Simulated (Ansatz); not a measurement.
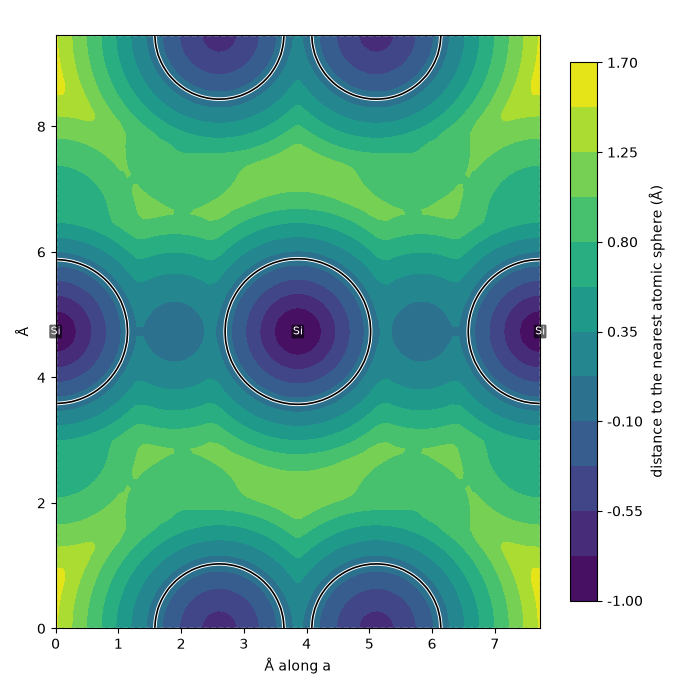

Map of the distance to the nearest atomic sphere in Si in space group Imm2, computed on the section z = 0.703 (parallel to a and b; the dashed line is one cell). The black line marks the spheres' surfaces; positive values are empty space; unlabelled circles belong to atoms above or below the section.

The atoms' radii are touching radii (half the shortest distance): Si 1.16 Å.

The cell is taken from the end point of a relaxation in a fixed cell with Ansatz, DFT PBE, scalar-relativistic, plane waves, PAW.

```xyz
30
Lattice="7.7221 0.0000 0.0000 0.0000 9.4633 0.0000 0.0000 0.0000 9.4633" Properties=species:S:1:pos:R:3 pbc="T T T"
Si    0.0000    4.7316    3.3445
Si    5.8298    4.7316    7.8434
Si    1.8922    4.7316    7.8434
Si    6.4715    4.7316    1.3803
Si    1.2506    4.7316    1.3803
Si    0.0000    4.7316    6.4649
Si    3.8610    4.7316    6.5944
Si    1.8004    6.5376    9.4158
Si    5.9216    6.5376    9.4158
Si    0.0000    1.3242    9.3810
Si    3.8610    1.7887    0.1572
Si    1.8004    2.9257    9.4158
Si    5.9216    2.9257    9.4158
Si    0.0000    8.1391    9.3810
Si    3.8610    7.6746    0.1572
Si    3.8610    0.0000    8.0761
Si    1.9688    0.0000    3.1118
Si    5.7532    0.0000    3.1118
Si    2.6105    0.0000    6.1119
Si    5.1116    0.0000    6.1119
Si    3.8610    0.0000    1.7333
Si    0.0000    0.0000    1.8628
Si    5.6615    1.8059    4.6842
Si    2.0606    1.8059    4.6842
Si    3.8610    6.0558    4.6494
Si    0.0000    6.5203    4.8888
Si    5.6615    7.6573    4.6842
Si    2.0606    7.6573    4.6842
Si    3.8610    3.4075    4.6494
Si    0.0000    2.9430    4.8888
```

Question: Where is the largest hole in this section, and how large is it?

Answer: At 0.000, 0.084, 0.703 (fractional), where the distance reaches 1.62 Å; it is enclosed by 4 Si (then 2 Si) in a distorted tetrahedral arrangement. It is the largest hole of the crystal.

Question: How much of the crystal lies outside the spheres?

Answer: About 71 % of the cell's volume, and 79 % of this section's area.

Question: What can pass through?

Answer: The largest sphere that fits anywhere has a diameter of 3.23 Å; the largest that can travel through the crystal, about 2.6 Å.
